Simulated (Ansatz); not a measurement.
**Ge: geometry relaxation (part 2 of 2)**

The same run, continued: Ge (Cmcm, 2 atoms in the cell); DFT r2SCAN, scalar-relativistic, plane waves, PAW, no spin polarisation (Ansatz 0.2.0); cutoff 500 eV, 16×16×10 k-mesh, Gaussian smearing of 0.1 eV. The structure derives from a Materials Project entry.

Geometry of the input (Å; fractional positions):
```
1.4881  -2.5947  0.0000
1.4881  2.5947  0.0000
0.0000  0.0000  4.7276
Ge 0.6666  0.3334  0.2500
Ge 0.3334  0.6666  0.7500
```

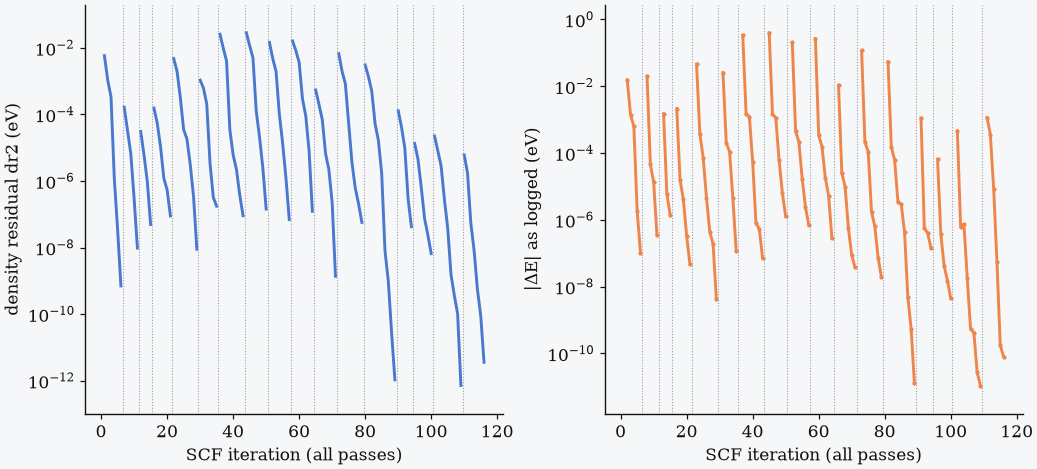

Convergence of the self-consistent field: density residual dr2 and size of the energy change against the SCF iteration. The dotted lines part the SCF passes of the relaxation: geometry steps, rejected trials and re-solves on a re-selected basis. The 17 passes take 4 to 10 iterations each, 116 in all.

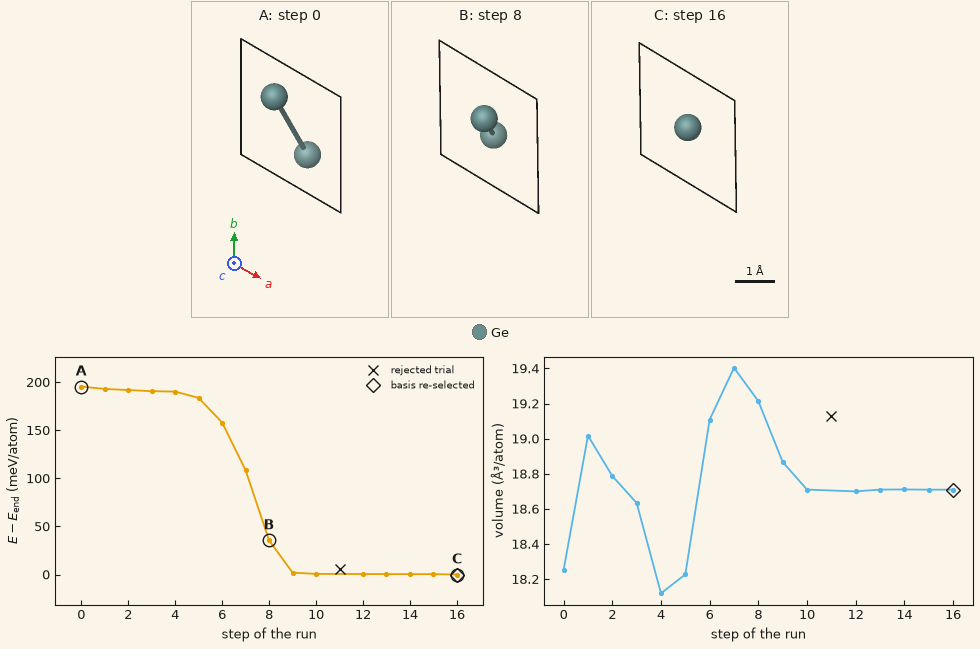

Frames of the relaxation (ball-and-stick view of the cell of the calculation, along the c axis) above the curves, on which the letters mark them (the first geometry is step 0 here and step 1 in the log).

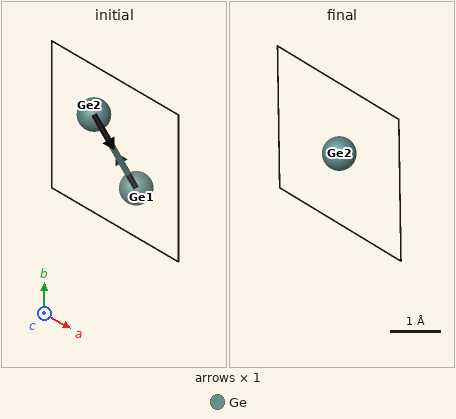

Before (left) and after (right) the relaxation, at one scale (ball-and-stick view of the cell of the calculation, along the c axis). The black arrows give the displacements (without the part carried along by the change of the cell), at true length. Over 15 geometry steps the energy falls by 195 meV per atom. The largest force component goes from 0.0077 to 0.001 eV/Å. The pressure goes from 1.99 to −0.01 GPa. The line search rejected the trial step at point 11 (counted from 0) and went back. The largest moves relative to the cell, 0.84 Å, are those of Ge1 and Ge2. The drawn cell changes as follows: a = b 2.991 → 2.887 Å (−3.5 %), c 4.728 → 5.299 Å (+12.1 %), γ 120.3° → 122.1°; the volume changes by +2.5 %. Distances before and after: Ge1–Ge2 2.924 → 3.917 Å, Ge1–Ge1 2.976 → 2.795 Å. The space group (tolerance 0.01 Å) goes from Cmcm (No. 63) to Cmmm (No. 65). A last SCF at the same geometry on a re-selected plane-wave basis shifts the energy by −0.4 meV per atom. (Atoms are counted from 1 in the order of the input.)

```
basis re-selected at this cell: Δ(F+E_penalty+E_count) = -7.470e-4 eV, ΔP = -0.015 GPa vs the last step (what re-selecting the basis moved, of the pressure what is left beyond the Pulay correction that the steps carried, after the strain that the cell walked since its last selection, with what the two solves' SCF thresholds leave and, on support functions, any second-order correction that the steps lacked; it is no measure of the basis error at this ecutwfc). The dense FFT grid was sized anew with the basis: this SCF ran on 24×24×40 points, the steps before it on 24×24×36, so part of this shift can come from that change (see relax.cell in the input reference). This SCF's stress stands 2.48e-2 GPa from its target on what of the cell is left free (relax.cell.stress_tol is 5.00e-2 GPa) and its largest allowed force component is 1.04e-3 eV/Å (relax.f_tol is 5.00e-3 eV/Å): within both
SCF converged after 7 iterations
Free energy (F): -8605.035915 eV
Harris-Foulkes:  -8605.035915 eV  (|F-HF|=1.82e-12)
Internal energy: -8605.032279 eV  (E = F + TS)
E sigma→0 (E₀):  -8605.034097 eV
Entropy (-TS):   -0.003635 eV (-1.818 meV/atom)
Fermi energy:    10.975191 eV
--- Per-component energies (eV) ---
  E_band       = -244.317545
  E_kinetic    = 220.801424
  E_local      = -4303.333722  (includes V_loc(G=0)·N_el)
  E_nonlocal   = 835.360970
  E_hartree    = 1886.595142
  E_xc         = -138.194968
  E_vxc        = -136.117955  (∫ρ·V_xc dr)
  E_paw        = -4063.349022  (= ΣΔE_a)
  E_vpaw       = -642.043247  (= ΣTr[D̂ρ^β])
  E_aug_tail   = 0.000029  (compensation charges beyond the density's cutoff)
  E_vtau       = 7.824709  (kinetic-family band-sum trace: ∫τ·v_τ [+ j·A + Jᵃ·Aᵃ] dr)
  E_ewald      = -3040.740601
  E_core_change = -2.171532  (= ΣΔE_core)
  E_smearing   = -0.003635  (= −TS)
  E_closure    = 0.000000  (closes the sum)
  Σ components = -8605.035915   (vs F -8605.035915, Δ=0.00e0)
--- Forces (eV/Å), atoms counted from 1 ---
  atom   1  Ge     0.00000000     0.00104391     0.00000000
  atom   2  Ge     0.00000000    -0.00104391     0.00000000
  max |Σ_I F_I| component: 0.00e0 eV/Å
--- Stress (GPa, compression-positive) ---
       -0.024779       0.000000       0.000000
        0.000000      -0.007123       0.000000
        0.000000       0.000000       0.011760
  P = ⅓ Tr σ = -0.0067 GPa (-0.067 kbar)
--- Band table (eV; the first three rows and the last of 438) ---
  k-point 0: bands = ["-14.5150", "-14.4232", "-14.4107", "-14.3871", "-14.3753", "-14.3285", "-14.3164", "-14.2730", "-14.2432", "-14.2330", "-2.9357", "1.2920", "4.7300", "18.3572", "19.1771", "20.1063", "21.7631", "22.4883"]
  k-point 1: bands = ["-14.5090", "-14.4229", "-14.4111", "-14.3868", "-14.3756", "-14.3264", "-14.3143", "-14.2788", "-14.2453", "-14.2351", "-2.8815", "0.9947", "5.1412", "17.4080", "19.2311", "20.1605", "22.3464", "22.6716"]
  k-point 2: bands = ["-14.4918", "-14.4218", "-14.4121", "-14.3860", "-14.3765", "-14.3204", "-14.3085", "-14.2957", "-14.2515", "-14.2411", "-2.7189", "0.3540", "6.1226", "15.6905", "19.3916", "20.3216", "21.9748", "22.9110"]
  k-point 437: bands = ["-14.4631", "-14.4631", "-14.3548", "-14.3548", "-14.2887", "-14.2887", "-14.2879", "-14.2879", "-14.2656", "-14.2656", "3.3551", "3.3551", "6.1723", "6.1723", "14.6834", "14.6834", "17.3200", "17.3200"]
--- Relaxed structure (16 steps of the walk, 15 accepted, 1 SCFs on fresh bases) ---
  F+E_penalty+E_count = -8605.03591460 eV   max|allowed force component| = 1.044e-3 eV/Å   (the final SCF, on the basis selected at the relaxed cell)
  cell:  # Å, volume = 37.4191 Å³
    - [1.3975921239742795, -2.5262146454444374, 0.0]
    - [1.3975921239742795, 2.5262146454444374, 0.0]
    - [0.0, 0.0, 5.299228374457165]
  atoms:
    - { symbol: Ge, position: [0.500262751076923, 0.499737248923077, 0.25] }
    - { symbol: Ge, position: [0.499737248923077, 0.500262751076923, 0.7500000000000001] }
```

Trajectory as extended XYZ (Å, eV, eV/Å), 17 frames, from step=1 to step=17
```
2
Lattice="1.4881 -2.5947 0.0000 1.4881 2.5947 0.0000 0.0000 0.0000 4.7276" Properties=species:S:1:pos:R:3:forces:R:3 step=1 energy=-8604.64507 pressure_GPa=1.99
Ge    1.4881   -0.8643    1.1819    0.0000   0.0077   0.0000
Ge    1.4881    0.8643    3.5457    0.0000  -0.0077   0.0000
2
Lattice="1.5024 -2.6298 0.0000 1.5024 2.6298 0.0000 0.0000 0.0000 4.8131" Properties=species:S:1:pos:R:3:forces:R:3 step=2 energy=-8604.64994 pressure_GPa=-0.94
Ge    1.5024   -0.8720    1.2033    0.0000   0.0103   0.0000
Ge    1.5024    0.8720    3.6099    0.0000  -0.0103   0.0000
2
Lattice="1.4931 -2.6179 0.0000 1.4931 2.6179 0.0000 0.0000 0.0000 4.8066" Properties=species:S:1:pos:R:3:forces:R:3 step=3 energy=-8604.65230 pressure_GPa=-0.14
Ge    1.4931   -0.8654    1.2016    0.0000   0.0133   0.0000
Ge    1.4931    0.8654    3.6049    0.0000  -0.0133   0.0000
2
Lattice="1.4780 -2.6084 0.0000 1.4780 2.6084 0.0000 0.0000 0.0000 4.8336" Properties=species:S:1:pos:R:3:forces:R:3 step=4 energy=-8604.65464 pressure_GPa=0.40
Ge    1.4780   -0.8519    1.2084    0.0000   0.0192   0.0000
Ge    1.4780    0.8519    3.6252    0.0000  -0.0192   0.0000
2
Lattice="1.4054 -2.5693 0.0000 1.4054 2.5693 0.0000 0.0000 0.0000 5.0178" Properties=species:S:1:pos:R:3:forces:R:3 step=5 energy=-8604.65554 pressure_GPa=2.72
Ge    1.4054   -0.7772    1.2545    0.0000   0.0653   0.0000
Ge    1.4054    0.7772    3.7634    0.0000  -0.0653   0.0000
2
Lattice="1.4103 -2.5784 0.0000 1.4103 2.5784 0.0000 0.0000 0.0000 5.0123" Properties=species:S:1:pos:R:3:forces:R:3 step=6 energy=-8604.66859 pressure_GPa=2.17
Ge    1.4103   -0.7331    1.2531    0.0000   0.1267   0.0000
Ge    1.4103    0.7331    3.7592    0.0000  -0.1267   0.0000
2
Lattice="1.4808 -2.6347 0.0000 1.4808 2.6347 0.0000 0.0000 0.0000 4.8978" Properties=species:S:1:pos:R:3:forces:R:3 step=7 energy=-8604.71986 pressure_GPa=-1.14
Ge    1.4808   -0.6069    1.2244    0.0000   0.2346   0.0000
Ge    1.4808    0.6069    3.6733    0.0000  -0.2346   0.0000
2
Lattice="1.4825 -2.6325 0.0000 1.4825 2.6325 0.0000 0.0000 0.0000 4.9718" Properties=species:S:1:pos:R:3:forces:R:3 step=8 energy=-8604.81909 pressure_GPa=-1.69
Ge    1.4825   -0.4067    1.2429    0.0000   0.1710   0.0000
Ge    1.4825    0.4067    3.7288    0.0000  -0.1710   0.0000
2
Lattice="1.4305 -2.5812 0.0000 1.4305 2.5812 0.0000 0.0000 0.0000 5.2033" Properties=species:S:1:pos:R:3:forces:R:3 step=9 energy=-8604.96486 pressure_GPa=-1.55
Ge    1.4305   -0.2453    1.3008    0.0000   0.2070   0.0000
Ge    1.4305    0.2453    3.9025    0.0000  -0.2070   0.0000
2
Lattice="1.4203 -2.5119 0.0000 1.4203 2.5119 0.0000 0.0000 0.0000 5.2884" Properties=species:S:1:pos:R:3:forces:R:3 step=10 energy=-8605.03200 pressure_GPa=-0.67
Ge    1.4203   -0.0451    1.3221    0.0000   0.0337   0.0000
Ge    1.4203    0.0451    3.9663    0.0000  -0.0337   0.0000
2
Lattice="1.4110 -2.5057 0.0000 1.4110 2.5057 0.0000 0.0000 0.0000 5.2919" Properties=species:S:1:pos:R:3:forces:R:3 step=11 energy=-8605.03467 pressure_GPa=-0.04
Ge    1.4110   -0.0103    1.3230    0.0000   0.0079   0.0000
Ge    1.4110    0.0103    3.9689    0.0000  -0.0079   0.0000
2
Lattice="1.4060 -2.5605 0.0000 1.4060 2.5605 0.0000 0.0000 0.0000 5.3131" Properties=species:S:1:pos:R:3:forces:R:3 step=12 energy=-8605.02431 pressure_GPa=-1.56 accepted=F
Ge    1.4060    0.0854    1.3283    0.0000  -0.0675   0.0000
Ge    1.4060   -0.0854    3.9848    0.0000   0.0675   0.0000
2
Lattice="1.4072 -2.5125 0.0000 1.4072 2.5125 0.0000 0.0000 0.0000 5.2890" Properties=species:S:1:pos:R:3:forces:R:3 step=13 energy=-8605.03491 pressure_GPa=0.02
Ge    1.4072   -0.0019    1.3222    0.0000   0.0014   0.0000
Ge    1.4072    0.0019    3.9667    0.0000  -0.0014   0.0000
2
Lattice="1.3996 -2.5237 0.0000 1.3996 2.5237 0.0000 0.0000 0.0000 5.2968" Properties=species:S:1:pos:R:3:forces:R:3 step=14 energy=-8605.03510 pressure_GPa=0.00
Ge    1.3996    0.0078    1.3242    0.0000  -0.0061   0.0000
Ge    1.3996   -0.0078    3.9726    0.0000   0.0061   0.0000
2
Lattice="1.3970 -2.5274 0.0000 1.3970 2.5274 0.0000 0.0000 0.0000 5.2993" Properties=species:S:1:pos:R:3:forces:R:3 step=15 energy=-8605.03514 pressure_GPa=0.00
Ge    1.3970    0.0057    1.3248    0.0000  -0.0045   0.0000
Ge    1.3970   -0.0057    3.9745    0.0000   0.0045   0.0000
2
Lattice="1.3976 -2.5262 0.0000 1.3976 2.5262 0.0000 0.0000 0.0000 5.2992" Properties=species:S:1:pos:R:3:forces:R:3 step=16 energy=-8605.03517 pressure_GPa=0.01
Ge    1.3976   -0.0013    1.3248    0.0000   0.0010   0.0000
Ge    1.3976    0.0013    3.9744    0.0000  -0.0010   0.0000
2
Lattice="1.3976 -2.5262 0.0000 1.3976 2.5262 0.0000 0.0000 0.0000 5.2992" Properties=species:S:1:pos:R:3:forces:R:3 step=17 energy=-8605.03592 pressure_GPa=-0.01
Ge    1.3976   -0.0013    1.3248    0.0000   0.0010   0.0000
Ge    1.3976    0.0013    3.9744    0.0000  -0.0010   0.0000
```

Results in brief

| quantity | value |
| --- | --- |
| outcome | converged |
| space group (tolerance 0.01 Å) | Cmcm (63) → Cmmm (65) |
| electrons treated | 28 |
| free energy | −8605.0359 eV |
| Fermi energy | 10.975 eV |
| gap on the k-point mesh | none (metallic) |
| pressure | −0.01 GPa |
| final volume | 37.42 Å³ |
| largest force (length of the vector) at the end | 0.001 eV/Å |
| final cell | a = 2.887 Å, b = 2.887 Å, c = 5.299 Å, α = 90.00°, β = 90.00°, γ = 122.09° |
| wall time | 2.8 min |
| peak memory | 0.72 GiB |
